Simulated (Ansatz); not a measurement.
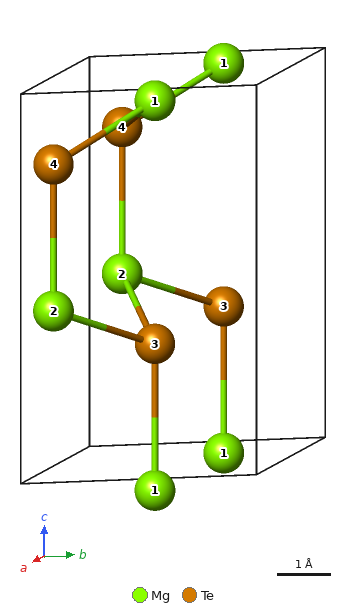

This is solid MgTe (built on the wurtzite type) at its r2SCAN-relaxed geometry. Style: ball-and-stick. Shown: the cell of the calculation, repeated 2 × 1 × 1 with one cell outlined, slightly off an axis.

The calculation used Ansatz, DFT, PBE, plane waves, PAW. Set-up: plane-wave cutoff 420 eV; k-point mesh 6 × 6 × 4; occupations fermi dirac; smearing width 0.02 eV; no spin polarisation.

Change: The cell is strained by +3.2 % along c and −4.0 % across it (volume −4.9 %). The atoms and the free axis were relaxed with r2SCAN under that strain, and this is a single point on that geometry.

Input file:
```yaml
crystal:
  lattice:
    - [4.39453022, 0.0, 0.0]
    - [-2.19726511, 3.8057748082, 0.0]
    - [0.0, 0.0, 7.6951784641]
  atoms:
    - { symbol: Mg, position: [0.3333333333, 0.6666666667, 0.0064375456] }
    - { symbol: Mg, position: [0.6666666667, 0.3333333333, 0.5064375456] }
    - { symbol: Te, position: [0.3333333333, 0.6666666667, 0.3685624544] }
    - { symbol: Te, position: [0.6666666667, 0.3333333333, 0.8685624544] }
kpoints:
  mp_grid: { grid: [6, 6, 4] }
  band_path:
    path:
      - [0.0, 0.0, 0.0]
      - [0.5, 0.0, 0.0]
      - [0.3333333333, 0.3333333333, 0.0]
      - [0.0, 0.0, 0.5]
      - [0.5, 0.0, 0.5]
      - [0.3333333333, 0.3333333333, 0.5]
    npoints: 1
hamiltonian:
  xc: pbe
scf:
  occupations: { method: fermi_dirac, width: 0.02 }
  n_extra_bands: 5
output:
  forces: true
  stress: true
  eigenvalues: true
```

Run as
```bash
ansatz run input.yaml --threads 2 --pin off --max-ram 29491MiB --backend cpu --events-out ev --progress --plain --runs-dir out
```

Question: What is the effect?

Answer: It costs 29.3 meV per atom. The pressure goes from 0.7 to 2.6 GPa. The principal stresses (compression positive) are 0.8 GPa along c and 3.5 GPa across it. The largest forces, 0.011 eV/Å, act on Mg1, Mg2, Te3 and Te4. Some distances before and after: Mg–Te 2.801 → 2.750 to 2.787 Å. The space group stays P6_3mc (No. 186).

The changed structure in the same view:

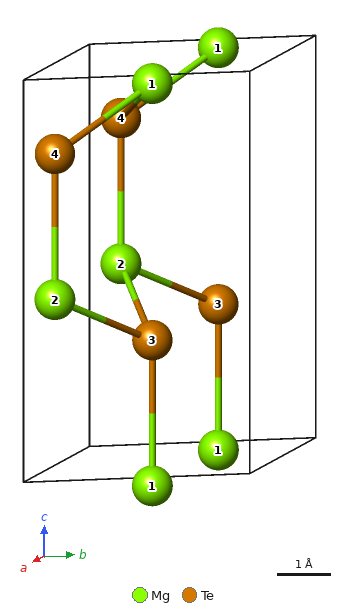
